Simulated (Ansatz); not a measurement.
System: SnO, space group P4/nmm (No. 129).

Starting cell:
```xyz
8
Lattice="0.0000 0.0000 -3.8067 -3.8093 0.0000 0.0000 0.0000 9.8729 0.0000" Properties=species:S:1:pos:R:3 pbc="T T T"
Sn    0.0000    8.5518   -2.3792
Sn    0.0000    3.6153   -2.3792
Sn   -1.9046    1.3212   -0.4758
Sn   -1.9046    6.2576   -0.4758
O     0.0000    2.4676   -0.4758
O     0.0000    7.4041   -0.4758
O    -1.9046    7.4053   -2.3792
O    -1.9046    2.4689   -2.3792
```

Calculation (Ansatz 0.2.0): rigid slide of a crystal across a plane by tilting cell vector c, one fault a cell, unrelaxed, by plane-wave density functional theory with PAW datasets, free energies less that of the undisturbed cell; scalar-relativistic. Level: r2SCAN, no spin polarisation.

- wave cutoff: 500 eV
- k mesh: 9×9×4
- occupations: Gaussian
- smearing width: 0.03 eV
- k shift: (0, 0, 0) (mesh steps)
- start: relaxed
- height of the cut: 0 (fraction of cell vector c)
- slip vector: (0, 1) (multiples of cell vectors a and b)

The points at slip 0.6, 0.7, 0.8 and 0.9 follow from computed ones by symmetry.

Predict the fault energy and shear traction against slip. The slip takes the values 0.0, 0.1, 0.2, 0.3, 0.4, 0.5, 0.6, 0.7, 0.8, 0.9.

The highest fault energy among the points, the barrier to rigid slip along this vector, is 724 mJ/m² at slip 0.5; no local minimum, hence no metastable fault, shows among the points. The shear traction goes from 0.00 GPa at slip 0.0 to −2.16 GPa at 0.9, not monotonically, with a high of 5.67 GPa at 0.3 and a low of −5.67 GPa at 0.7. The spacing at cut is 2.64 Å.

```csv
slip (fraction of the slip vector),fault energy (mJ/m²),shear traction (GPa)
0.0,0.0,0.00
0.1,41.2,2.16
0.2,163.2,4.21
0.3,354.3,5.67
0.4,576.5,5.62
0.5,724.4,0.00
0.6,576.5,-5.62
0.7,354.3,-5.67
0.8,163.2,-4.21
0.9,41.2,-2.16
```

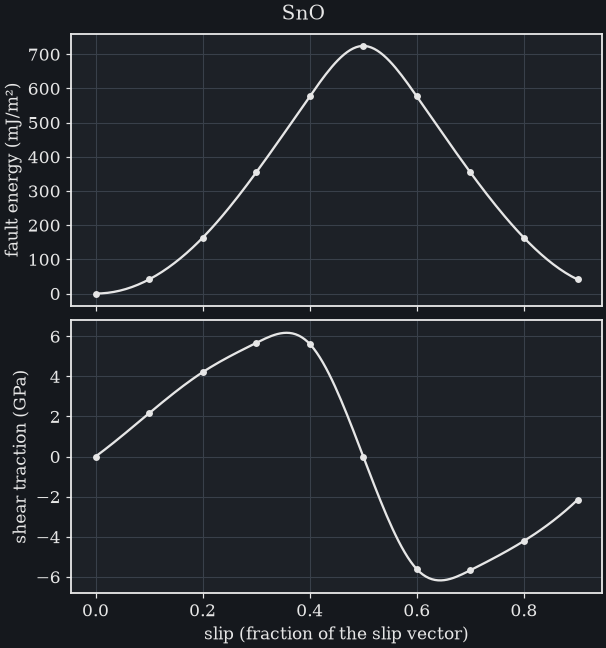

Caveats: odd k mesh can miss points on the zone edge.
